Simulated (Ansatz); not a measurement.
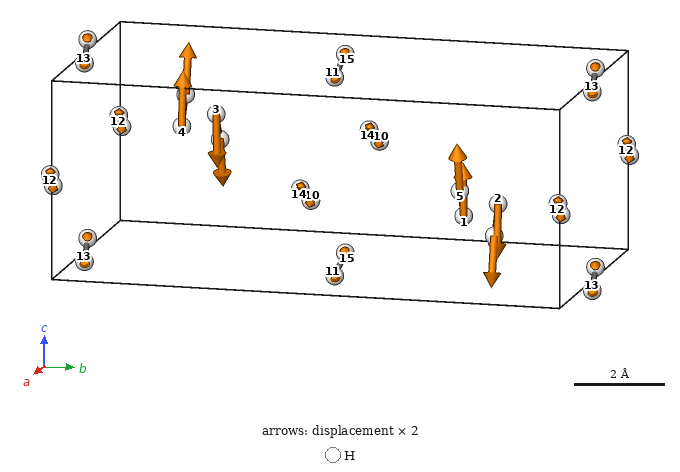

A relaxation of a crystal of H (built on the database_62 type). The starting structure is drawn; orange arrows show the displacements (the part carried along by the change of the cell is left out), magnified 2 times.

Style: ball-and-stick. Shown: the cell of the calculation, slightly off an axis.

Case: structure listed in a database for this formula (Pnma, No. 62).

The calculation used DFT r2SCAN, scalar-relativistic, plane waves, PAW in Ansatz 0.2.0. (plane-wave cutoff 500 eV; k-point mesh 4 × 2 × 6; occupations gaussian; smearing width 0.02 eV; no spin polarisation; cell and atoms relaxed; force threshold 0.01 eV/Å; at most 80 steps)

> Describe the change and its energy.

The largest moves relative to the cell, 0.64 Å, are those of H atoms. The drawn cell changes as follows: a 6.183 → 6.161 Å (−0.4 %), b 11.758 → 11.957 Å (+1.7 %), c 4.569 → 4.623 Å (+1.2 %); the volume changes by +2.5 %. The space group stays Pnma (No. 62). Over 11 accepted moves (15 points after the start) the energy falls by 1.8 meV per atom. Largest force component: 0.016 eV/Å at the start, 0.0048 eV/Å at the end. Pressure: 0.04 GPa at the start and 0.00 GPa at the end. The line search rejected the trial steps at points 8, 11, 13 of the run. The SCF was repeated once at an unchanged geometry on a basis and grid sized afresh for the cell, which shifted the energy by 0.1 meV per atom at most. The run took of the order of 7 core-minutes on a shared host.
